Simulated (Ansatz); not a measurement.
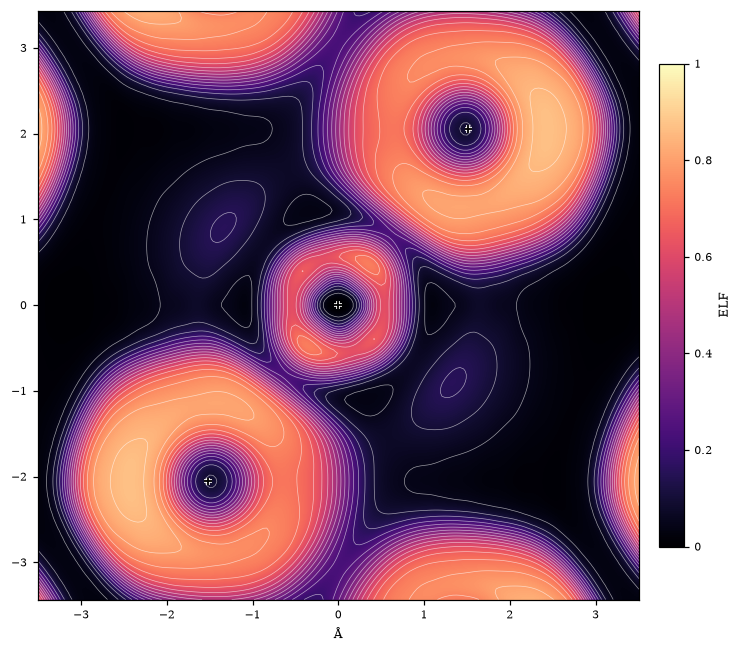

The ELF on a plane through atoms (crosses mark nuclei in the plane).

The calculation used DFT r2SCAN, scalar-relativistic, plane waves, PAW (Ansatz 0.2.0).

Candidates:
A. AlRu, a = 2.98 Å, b = 2.98 Å, c = 2.98 Å, α = 90.00°, β = 90.00°, γ = 90.00°. Space group Pm-3m; computed without spin polarisation.
B. CaS, a = 5.70 Å, b = 5.70 Å, c = 5.70 Å, α = 90.00°, β = 90.00°, γ = 90.00°. Space group Fm-3m.
C. TiSe₂, a = 3.56 Å, b = 3.56 Å, c = 6.31 Å, α = 90.00°, β = 90.00°, γ = 120.00°. Space group P-3m1; computed without spin polarisation.

Q: Which candidate gave the map?

A: Candidate C: TiSe₂ on the (110) plane of the conventional cell, which holds Ti and Se. Ti–Se (2.56 Å): the ELF is about 0.60 at the midpoint.
